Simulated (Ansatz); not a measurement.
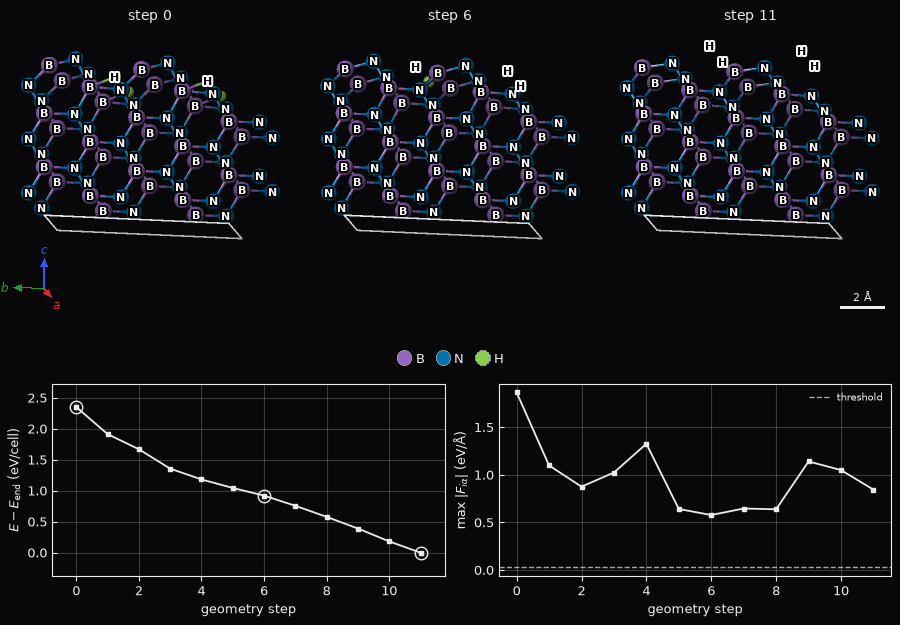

Frames of a constrained relaxation of a slab of composition B$_{6}$HN$_{6}$ (cut from the R3m phase), marked on the history of the run. The picture is a ball-and-stick view of the 1 × 2 repeat of the cell, outlined in the plane, without the vacuum, seen from a free direction.

Case: H put at a hollow B-N-B site. The slab is the (1 1 0) face of BN with H on it. 6 atoms are held fixed.

Theory: DFT PBEsol, scalar-relativistic, plane waves, PAW in Ansatz. Settings: plane-wave cutoff 420 eV; k-point mesh 8 × 7 × 1; occupations gaussian; smearing width 0.05 eV; collinear spin; dipole correction; atoms relaxed in a fixed cell; force threshold 0.03 eV/Å; at most 70 steps.

> Describe the path.

The run was cut off at its time limit before the relaxation converged, so the last structure is only a point on the way. The H atom moves most: 1.44 Å at 24° to the normal (+c side). By element the largest moves are H 1.44 Å, B 0.92 Å, N 0.38 Å. The lattice vectors keep their values. Among the contacts that change: H–N 1.316 → 2.774 Å, B–H 2.412 → 1.205 Å, B–H 1.505 → 2.616 Å, B–N 1.301 → 1.404 Å. New bonds form: B–H (2.41 → 1.21 Å). Among the angles between lasting bonds that change: N–B–N 150.8° → 117.4°, B–N–B 101.7° → 114.9°, B–N–B 104.8° → 113.7°. Over 11 geometry steps the energy falls by 2.351 eV per cell of the calculation. Largest force component: 1.9 eV/Å at the start, 0.85 eV/Å at the end. The program noted that the starting moments weren't kept. From step 0 to 6: a B atom moves most (0.72 Å), energy −1.430 eV per cell of the calculation. From step 6 to 11: the H atom moves most (0.96 Å), energy −0.921 eV per cell of the calculation.

Limits of the set-up: the periodic images lie only 3.8 Å apart, so the values are limited by the cell's size.
